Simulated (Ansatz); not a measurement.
# Run report: BN, geometry relaxation (part 3 of 3)

The same run, continued: BN (slab, 12 atoms in the cell); DFT PBEsol, scalar-relativistic, plane waves, PAW, no spin polarisation (Ansatz 0.2.0); cutoff 420 eV, 8×7×1 k-mesh, Gaussian smearing of 0.05 eV. The structure derives from a Materials Project entry. The input holds or restrains some coordinates. Forces given for the steps count only the free coordinates. It belongs to a series of runs on one base structure; here: clean slab, lower half held.

## Output, continued
```
  k-point 2: bands = ["-20.5981", "-19.6953", "-18.7305", "-18.4747", "-17.7075", "-16.8438", "-11.6238", "-11.4002", "-10.7129", "-9.9889", "-8.7837", "-8.6653", "-7.9495", "-7.3989", "-7.2395", "-6.6831", "-6.4850", "-6.1819", "-5.3813", "-4.7904", "-4.3588", "-4.0662", "-3.8172", "-3.4125", "-1.5322", "1.0244", "1.6529", "2.3232", "2.5987", "2.9099", "3.1455", "3.6852", "3.9793", "4.5973", "4.8542", "5.6423"]
  k-point 28: bands = ["-20.0424", "-19.5430", "-19.0407", "-18.7354", "-17.6649", "-16.9153", "-11.7187", "-11.2864", "-10.1725", "-9.5440", "-8.7084", "-8.0409", "-7.9152", "-7.7498", "-7.6523", "-7.1485", "-6.8498", "-6.7521", "-6.4191", "-5.6828", "-4.7990", "-4.3548", "-4.2552", "-3.6314", "-1.5289", "0.9046", "1.1605", "1.8948", "2.6821", "3.7917", "4.0827", "4.8596", "5.8265", "6.2733", "6.4960", "6.7756"]
--- Relaxed structure (7 steps of the walk, 7 accepted, 0 SCFs on fresh bases) ---
  F+E_penalty+E_count = -3194.36540441 eV   max|allowed force component| = 1.497e-2 eV/Å
  atoms:
    - { symbol: B, position: [0.0011289152999999774, 0.5003763051, 0.36542657589999994] }
    - { symbol: N, position: [0.00157208469999999, 0.1671906949, 0.36542657589999994] }
    - { symbol: B, position: [0.0011289153000000002, 0.0003763051, 0.41925594549999995] }
    - { symbol: N, position: [0.001572084699999865, 0.6671906948999999, 0.41925594549999995] }
    - { symbol: B, position: [0.0011289152999999774, 0.5003763051, 0.47308531519999997] }
    - { symbol: N, position: [0.00157208469999999, 0.1671906949, 0.47308531519999997] }
    - { symbol: B, position: [0.00037744374109609496, -0.001219145001395102, 0.5260810605583497] }
    - { symbol: N, position: [0.002262402789422191, 0.6668165445955543, 0.5271823645521132] }
    - { symbol: B, position: [0.0034928401957776967, 0.5052138159069514, 0.5834839145970354] }
    - { symbol: N, position: [-0.0005924920872505679, 0.16922815878510833, 0.5803826789030335] }
    - { symbol: B, position: [0.0008127529585015801, -0.05460462682091888, 0.6224266050003436] }
    - { symbol: N, position: [0.007981400471019084, 0.6595830553262112, 0.6378175750509536] }
```

## Trajectory as extended XYZ (Å, eV, eV/Å), 7 frames, from step=1 to step=7
```
12
Lattice="3.7698 0.0000 0.0000 -1.6635 4.0057 0.0000 0.0000 0.0000 23.2605" Properties=species:S:1:pos:R:3:forces:R:3 step=1 energy=-3193.08271
B    -0.8281    2.0044    8.5000    2.3484  -5.8959   3.6656
N    -0.2722    0.6697    8.5000   -1.7727   4.3447  -1.1205
B     0.0036    0.0015    9.7521   -0.2530   0.8135  -1.1445
N    -1.1039    2.6726    9.7521   -0.4318   1.0436  -1.6641
B    -0.8281    2.0044   11.0042    0.2542  -0.6407   0.0973
N    -0.2722    0.6697   11.0042   -0.1451   0.3349   0.4058
B     0.0036    0.0015   12.2563    0.2542  -0.6407  -0.0973
N    -1.1039    2.6726   12.2563   -0.1451   0.3349  -0.4058
B    -0.8281    2.0044   13.5084   -0.2530   0.8135   1.1445
N    -0.2722    0.6697   13.5084   -0.4318   1.0436   1.6641
B     0.0036    0.0015   14.7605    2.3484  -5.8959  -3.6656
N    -1.1039    2.6726   14.7605   -1.7727   4.3446   1.1205
12
Lattice="3.7698 0.0000 0.0000 -1.6635 4.0057 0.0000 0.0000 0.0000 23.2605" Properties=species:S:1:pos:R:3:forces:R:3 step=2 energy=-3193.96036
B    -0.8281    2.0044    8.5000    2.3496  -5.9025   3.6543
N    -0.2722    0.6697    8.5000   -1.7765   4.3519  -1.1219
B     0.0036    0.0015    9.7521   -0.2520   0.8294  -1.1689
N    -1.1039    2.6726    9.7521   -0.4332   1.0400  -1.6483
B    -0.8281    2.0044   11.0042    0.2573  -0.6326   0.2216
N    -0.2722    0.6697   11.0042   -0.1348   0.3209   0.1575
B     0.0022   -0.0042   12.2459    0.1733  -0.4204  -0.1521
N    -1.1041    2.6720   12.2596    0.0199   0.0736  -0.3291
B    -0.8257    2.0078   13.5287   -0.3215   0.4118   0.6016
N    -0.2828    0.6651   13.4929   -0.3284   0.6067   1.6358
B     0.0025   -0.1246   14.6468    1.4903  -3.0181  -2.4111
N    -1.1139    2.6505   14.7795   -1.0441   2.3422   0.5607
12
Lattice="3.7698 0.0000 0.0000 -1.6635 4.0057 0.0000 0.0000 0.0000 23.2605" Properties=species:S:1:pos:R:3:forces:R:3 step=3 energy=-3194.27042
B    -0.8281    2.0044    8.5000    2.3592  -5.9113   3.6506
N    -0.2722    0.6697    8.5000   -1.7741   4.3531  -1.1208
B     0.0036    0.0015    9.7521   -0.2635   0.8320  -1.1931
N    -1.1039    2.6726    9.7521   -0.4223   1.0507  -1.6431
B    -0.8281    2.0044   11.0042    0.2423  -0.6529   0.2642
N    -0.2722    0.6697   11.0042   -0.1495   0.2816   0.0648
B    -0.0013   -0.0070   12.2407   -0.1037   0.1723   0.1410
N    -1.1061    2.6696   12.2589   -0.2490   0.0690  -0.1006
B    -0.8775    2.0118   13.5579    0.5924   0.1031   0.0240
N    -0.2975    0.6851   13.5102    0.0153   0.0877  -0.3030
B     0.1299   -0.1731   14.5052   -1.1288   1.8444  -0.8344
N    -1.0881    2.6889   14.7859    0.8818  -2.2318   1.0522
12
Lattice="3.7698 0.0000 0.0000 -1.6635 4.0057 0.0000 0.0000 0.0000 23.2605" Properties=species:S:1:pos:R:3:forces:R:3 step=4 energy=-3194.35801
B    -0.8281    2.0044    8.5000    2.3532  -5.9089   3.6461
N    -0.2722    0.6697    8.5000   -1.7769   4.3545  -1.1211
B     0.0036    0.0015    9.7521   -0.2564   0.8315  -1.1901
N    -1.1039    2.6726    9.7521   -0.4349   1.0472  -1.6343
B    -0.8281    2.0044   11.0042    0.2528  -0.6309   0.3272
N    -0.2722    0.6697   11.0042   -0.1292   0.2861   0.0182
B     0.0031   -0.0045   12.2399   -0.0272   0.0081  -0.0936
N    -1.1028    2.6703   12.2612   -0.0215   0.0831   0.0289
B    -0.8312    2.0214   13.5680   -0.1399   0.3439   0.0472
N    -0.2900    0.6841   13.5002    0.0241  -0.0022  -0.0443
B     0.0825   -0.1965   14.4902   -0.0083  -0.0731  -0.1137
N    -1.0851    2.6599   14.8215    0.1634  -0.3369   0.1290
12
Lattice="3.7698 0.0000 0.0000 -1.6635 4.0057 0.0000 0.0000 0.0000 23.2605" Properties=species:S:1:pos:R:3:forces:R:3 step=5 energy=-3194.36447
B    -0.8281    2.0044    8.5000    2.3536  -5.9104   3.6446
N    -0.2722    0.6697    8.5000   -1.7760   4.3527  -1.1211
B     0.0036    0.0015    9.7521   -0.2590   0.8362  -1.2010
N    -1.1039    2.6726    9.7521   -0.4373   1.0488  -1.6201
B    -0.8281    2.0044   11.0042    0.2584  -0.6331   0.4216
N    -0.2722    0.6697   11.0042   -0.1442   0.3027  -0.1129
B     0.0033   -0.0055   12.2343    0.0246  -0.0549   0.1393
N    -1.1007    2.6694   12.2648    0.0066  -0.0084  -0.0828
B    -0.8256    2.0212   13.5753    0.0310  -0.0780  -0.0514
N    -0.2809    0.6727   13.5013   -0.0245   0.0744  -0.0362
B     0.1003   -0.2264   14.4751   -0.0542   0.1012   0.0172
N    -1.0632    2.6363   14.8404    0.0185  -0.0291   0.0060
12
Lattice="3.7698 0.0000 0.0000 -1.6635 4.0057 0.0000 0.0000 0.0000 23.2605" Properties=species:S:1:pos:R:3:forces:R:3 step=6 energy=-3194.36540
B    -0.8281    2.0044    8.5000    2.3532  -5.9101   3.6453
N    -0.2722    0.6697    8.5000   -1.7764   4.3535  -1.1216
B     0.0036    0.0015    9.7521   -0.2587   0.8364  -1.1942
N    -1.1039    2.6726    9.7521   -0.4371   1.0468  -1.6279
B    -0.8281    2.0044   11.0042    0.2618  -0.6342   0.3692
N    -0.2722    0.6697   11.0042   -0.1417   0.3007  -0.0597
B     0.0035   -0.0049   12.2369   -0.0009   0.0006  -0.0005
N    -1.1007    2.6711   12.2625   -0.0007   0.0029  -0.0063
B    -0.8272    2.0237   13.5721   -0.0003   0.0014  -0.0146
N    -0.2837    0.6779   13.5000    0.0035  -0.0040   0.0133
B     0.0939   -0.2187   14.4779   -0.0070   0.0147  -0.0093
N    -1.0671    2.6421   14.8359    0.0045  -0.0088   0.0056
12
Lattice="3.7698 0.0000 0.0000 -1.6635 4.0057 0.0000 0.0000 0.0000 23.2605" Properties=species:S:1:pos:R:3:forces:R:3 step=7 energy=-3194.36540
B    -0.8281    2.0044    8.5000    2.3534  -5.9104   3.6457
N    -0.2722    0.6697    8.5000   -1.7762   4.3530  -1.1214
B     0.0036    0.0015    9.7521   -0.2589   0.8367  -1.1948
N    -1.1039    2.6726    9.7521   -0.4371   1.0469  -1.6277
B    -0.8281    2.0044   11.0042    0.2617  -0.6339   0.3692
N    -0.2722    0.6697   11.0042   -0.1416   0.3006  -0.0595
B     0.0035   -0.0049   12.2369   -0.0008   0.0003  -0.0005
N    -1.1007    2.6711   12.2625   -0.0007   0.0029  -0.0061
B    -0.8272    2.0237   13.5721   -0.0003   0.0014  -0.0150
N    -0.2837    0.6779   13.5000    0.0034  -0.0039   0.0136
B     0.0939   -0.2187   14.4779   -0.0070   0.0147  -0.0091
N    -1.0671    2.6421   14.8359    0.0043  -0.0084   0.0056
```

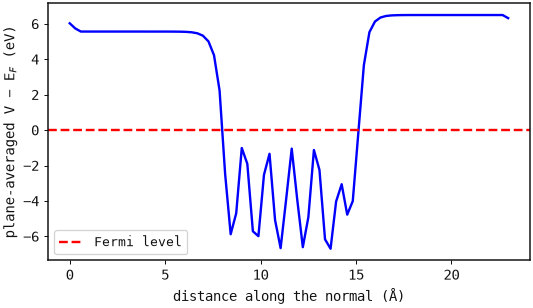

Plane average of the electrostatic potential energy of an electron across the cell, from the Fermi level. The vacuum level lies 6.50 eV above the Fermi level on the upper side and 5.56 eV on the lower.

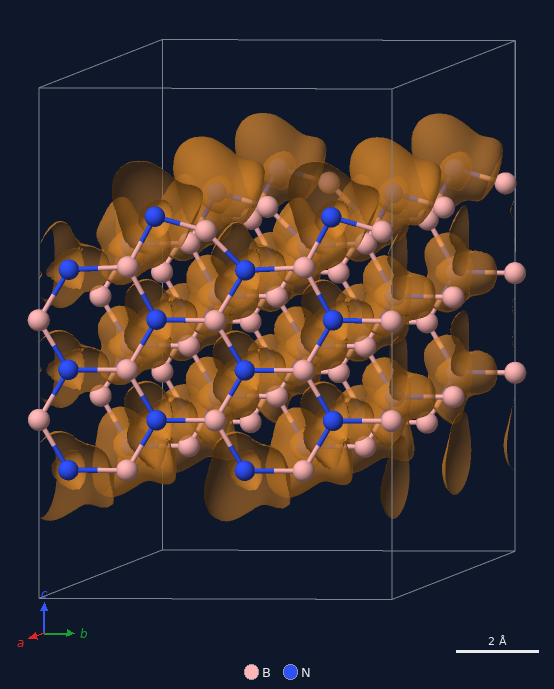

Isosurface of the ELF at 0.7 (orange), seen slightly off an axis. Only the valence region is drawn (cores and ρ < 0.01 e/Å³ removed). Sticks mark near contacts. Along the contacts the grid gives the following. B–N (1.30 Å): the ELF peaks at about 0.85 between the atoms (inside overlapping PAW spheres, so only a guide), which marks a polar covalent bond. In a PAW calculation such maps are meaningful between the atoms, not at the nuclei.

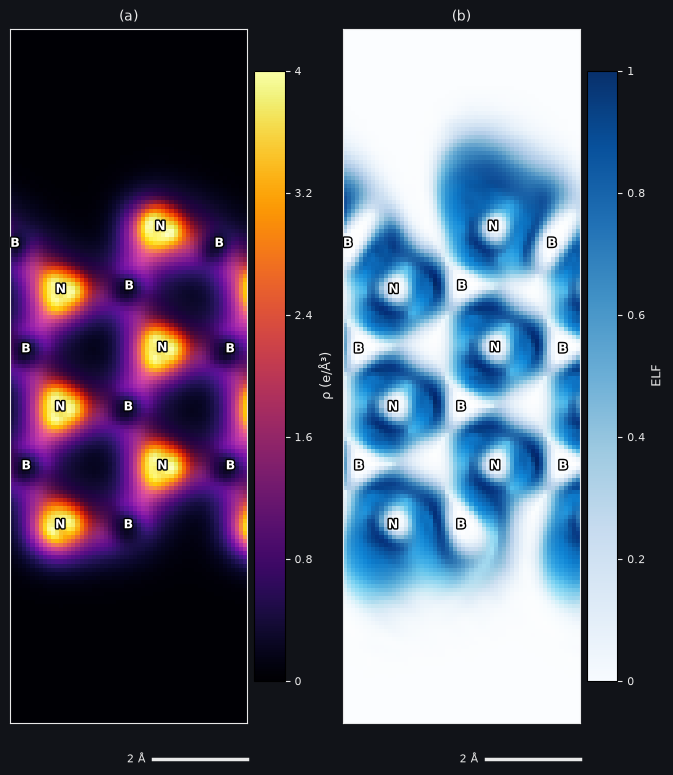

(a) valence charge density (pseudo); (b) ELF on the (100) plane of the calculation cell, a cut from vacuum to vacuum. The section cuts through B and N sites. B–N (1.38 Å): ρ at the midpoint is about 2 e/Å³; the ELF peaks at about 0.90 between the atoms, which marks a polar covalent bond. B–N (1.43 Å): ρ is about 1.8 e/Å³ halfway; the ELF peaks at about 0.90 between the atoms (a shared but strongly polarised pair). The density dies away to nearly zero in the vacuum.

The run was set up as follows.

## Input file
```yaml
crystal:
  lattice:
    - [3.7697979072, 0.0, 0.0]
    - [-1.6634819977, 4.0057209719, 0.0]
    - [0.0, 0.0, 23.2604866792]
  atoms:
    - { symbol: B, position: [0.0011289153, 0.5003763051, 0.3654265759] }
    - { symbol: "N", position: [0.0015720847, 0.1671906949, 0.3654265759] }
    - { symbol: B, position: [0.0011289153, 0.0003763051, 0.4192559455] }
    - { symbol: "N", position: [0.0015720847, 0.6671906949, 0.4192559455] }
    - { symbol: B, position: [0.0011289153, 0.5003763051, 0.4730853152] }
    - { symbol: "N", position: [0.0015720847, 0.1671906949, 0.4730853152] }
    - { symbol: B, position: [0.0011289153, 0.0003763051, 0.5269146848] }
    - { symbol: "N", position: [0.0015720847, 0.6671906949, 0.5269146848] }
    - { symbol: B, position: [0.0011289153, 0.5003763051, 0.5807440545] }
    - { symbol: "N", position: [0.0015720847, 0.1671906949, 0.5807440545] }
    - { symbol: B, position: [0.0011289153, 0.0003763051, 0.6345734241] }
    - { symbol: "N", position: [0.0015720847, 0.6671906949, 0.6345734241] }
basis:
  ecutwfc: 420
kpoints:
  mp_grid: { grid: [8, 7, 1] }
hamiltonian:
  xc: pbesol
scf:
  occupations: { method: gaussian, width: 0.05 }
output:
  forces: true
  eigenvalues: true
  write_density: true
  write_potential: true
  elf: true
  volumetric_format: npy
relax:
  adjacent_minimum: "off"
  f_tol: 0.03
  max_steps: 70
  constraints: [{ sites: [0, 1, 2, 3, 4, 5] }]
efield:
  axis: 3
  dipole_correction: true
  ramp_width: 0.04
```

Launch command:
```bash
ansatz run input.yaml --threads 1 --pin off --max-ram 2560MiB --backend cpu --events-out ev --progress --plain --runs-dir out
```

## Key numbers

| quantity | value |
| --- | --- |
| outcome | converged under the restraints of the input |
| electrons treated | 48 |
| free energy | −3194.3654 eV |
| work function, top face | 6.50 eV |
| work function, bottom face | 5.56 eV |
| Fermi energy | −2.397 eV |
| gap on the k-point mesh | 1.18 eV |
| final volume | 351.25 Å³ |
| work function (upper face) | 6.50 eV |
| largest force (length of the vector) at the end, held atoms and coordinates included | 7.332 eV/Å |
| hardware | 1 thread of Intel Xeon (Granite Rapids), 32 GiB of memory available, shared host |
| wall time | 2 min |
| peak memory | 0.68 GiB |

Warnings of the run: the exchange-correlation potential is rough where the density is thin.
